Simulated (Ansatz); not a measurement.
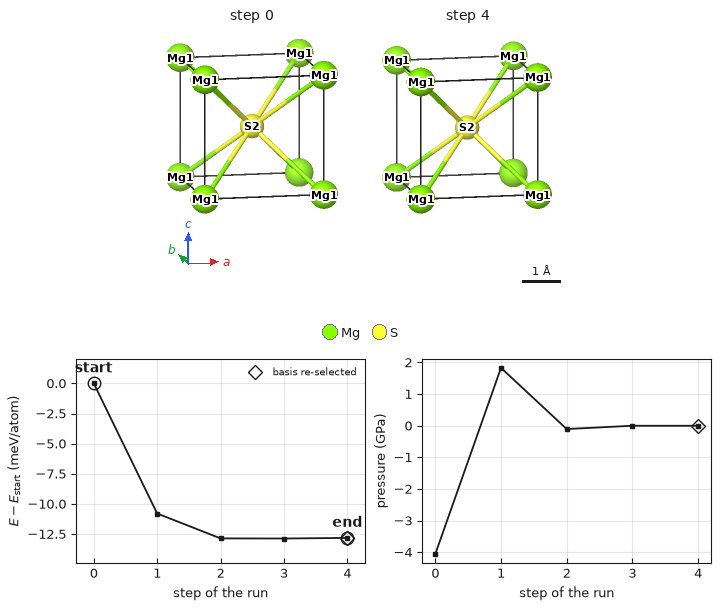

First and last geometry of a relaxation of solid MgS (built on the CsCl type), with the history of the run. A ball-and-stick model of the cell of the calculation, seen slightly off an axis.

Method: DFT, LDA, plane waves, PAW (Ansatz). (plane-wave cutoff 420 eV; k-point mesh 8 × 8 × 8; occupations fermi dirac; smearing width 0.02 eV; no spin polarisation; cell and atoms relaxed; force threshold 0.005 eV/Å)

Did the run converge, and what did it change?

It converged. The atoms keep their places relative to the cell (all moves are under 0.005 Å). The drawn cell changes as follows: a = b = c 3.274 → 3.213 Å (−1.9 %); the volume changes by −5.5 %. Among the contacts that change: Mg1–S2 2.835 → 2.782 Å. The space group stays Pm-3m (No. 221). After 3 accepted moves (4 points after the start) the energy has fallen by 12.8 meV per atom. All forces vanish by symmetry, so only the cell relaxes. The pressure goes from −4.06 to 0.00 GPa. At 1 point the geometry stayed and the basis and grid were re-selected for the new cell (energy shift of less than 0.05 meV per atom at most each time).
